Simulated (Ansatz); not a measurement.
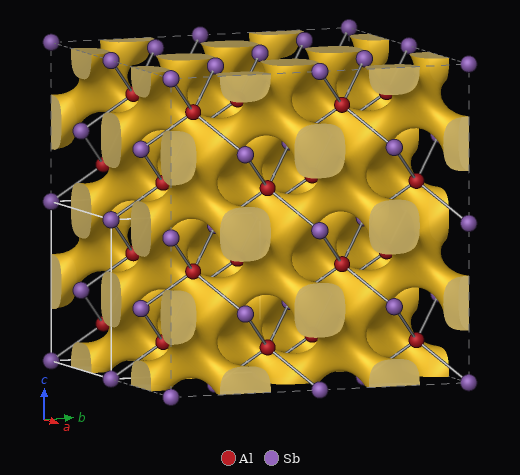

Crystal voids of AlSb (F-43m): the yellow surface encloses the regions where the procrystal electron density, the sum of the densities of spherically averaged neutral Hartree-Fock atoms, is below 0.01 e/bohr³ (2×2×2 cells, view slightly off an axis). No self-consistent density enters. Pale faces close the region where the drawn box cuts it. From Rb on the atoms have core potentials, so only their outer electrons count. The usual level for crystal voids is 0.002 e/bohr³; this crystal has almost no region below it, so a higher level is used, which marks the interstitial space of lowest density.

Origin of the cell: coordinates from a relaxation at a target pressure of 5 GPa with DFT r2SCAN, scalar-relativistic, plane waves, PAW (Ansatz).

Space group F-43m (No. 216). a = 6.023 Å, b = 6.023 Å, c = 6.023 Å, α = 90.00°, β = 90.00°, γ = 90.00°
| atom | site | symmetry | x | y | z |
| --- | --- | --- | --- | --- | --- |
| Al | 4c | -43m | 0.2500 | 0.7500 | 0.7500 |
| Sb | 4a | -43m | 0.0000 | 0.0000 | 0.0000 |

**What share of the cell is void by this measure?**

The voids take about 22 % of the cell (47 Å³ of 218.5 Å³) and are bounded by about 120 Å² of surface per cell.

**What shape does the empty space take in three dimensions?**

Where they connect, they form a three-dimensional network.

**How low does the density fall, and where?**

To about 0.0052 e/bohr³ near 0.00, 0.00, 0.50 (fractional), 2.6 Å from the nearest nucleus.

**At what density do the voids first join through the crystal?**

At about 0.007 e/bohr³, as a three-dimensional network.
